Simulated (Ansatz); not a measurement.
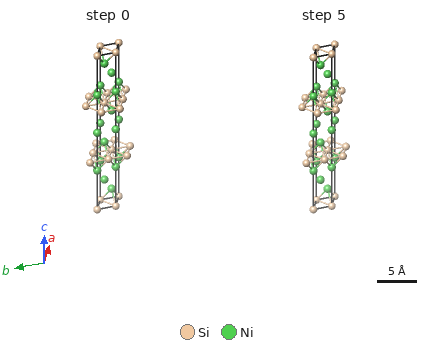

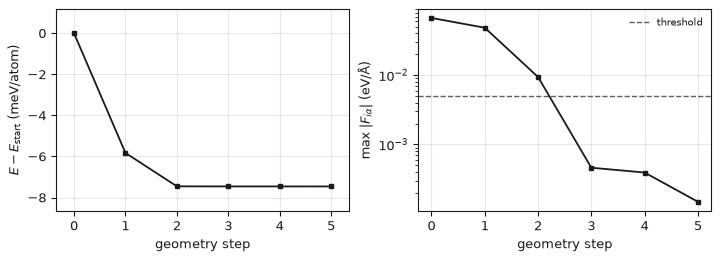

First and last geometry of a relaxation of solid SiNi₃ (set up in R-3m), with the history of the run. The picture is a ball-and-stick view of the conventional cell (3 times the calculation's cell), seen from a free direction. Lengths and directions refer to the drawn axes.

Method: DFT PBEsol, scalar-relativistic, plane waves, PAW in Ansatz 0.2.0.

Input
```yaml
crystal:
  lattice:
    - [1.2928041287, 0.7464008117, 7.661989331]
    - [-1.2928041287, 0.7464008117, 7.661989331]
    - [0.0, -1.4928016234, 7.661989331]
  atoms:
    - { symbol: Si, position: [0.0, 0.0, 0.0] }
    - { symbol: Ni, position: [0.745267, 0.745267, 0.745267] }
    - { symbol: Ni, position: [0.5, 0.5, 0.5], spin: 0.41 }
    - { symbol: Ni, position: [0.254733, 0.254733, 0.254733] }
basis:
  ecutwfc: 420
kpoints:
  mp_grid: { grid: [18, 18, 18] }
hamiltonian:
  xc: pbesol
scf:
  occupations: { method: gaussian, width: 0.1 }
output:
  forces: true
  stress: true
  eigenvalues: true
  populations: true
magnetization:
  spin_polarized: true
relax:
  adjacent_minimum: "off"
  f_tol: 0.005
  max_steps: 80
  cell: { stress_tol: 0.05 }
```

Launched with:
```bash
ansatz run input.yaml --threads 1 --pin off --max-ram 2560MiB --backend cpu --events-out ev --progress --plain --runs-dir out
```

What do the curves and the structures tell?

The run was cut off at its time limit before the program reported convergence, but its last step already meets the force threshold: the largest component is 0.00015 eV/Å against 0.005 eV/Å. The pressure is within 0.01 GPa of its target. The energy falls by 7.5 meV per atom in 5 geometry steps. The largest force component goes from 0.067 to 0.00015 eV/Å. The pressure goes from −6.43 to 0.00 GPa. The atoms keep their places relative to the cell (all moves are under 0.005 Å). The volume changes by −3.2 %, with a = b 2.586 → 2.557 Å (−1.1 %), c 22.986 → 22.748 Å (−1.0 %). Among the contacts that change: Si1–Si1 2.586 → 2.557 Å, Si1–Ni2 2.344 → 2.321 Å. The space group stays R-3m (No. 166).

```json
{"step": "0", "E − E(0), meV/atom": "0.00", "largest force component, eV/Å": "0.0670", "pressure, GPa": "-6.43", "volume, Å³/atom": "11.090"}
{"step": "1", "E − E(0), meV/atom": "-5.83", "largest force component, eV/Å": "0.0484", "pressure, GPa": "-3.09", "volume, Å³/atom": "10.893"}
{"step": "2", "E − E(0), meV/atom": "-7.45", "largest force component, eV/Å": "0.0094", "pressure, GPa": "0.19", "volume, Å³/atom": "10.721"}
{"step": "3", "E − E(0), meV/atom": "-7.46", "largest force component, eV/Å": "0.0005", "pressure, GPa": "0.00", "volume, Å³/atom": "10.733"}
{"step": "4", "E − E(0), meV/atom": "-7.46", "largest force component, eV/Å": "0.0004", "pressure, GPa": "-0.06", "volume, Å³/atom": "10.735"}
{"step": "5", "E − E(0), meV/atom": "-7.46", "largest force component, eV/Å": "0.0001", "pressure, GPa": "0.00", "volume, Å³/atom": "10.732"}
```
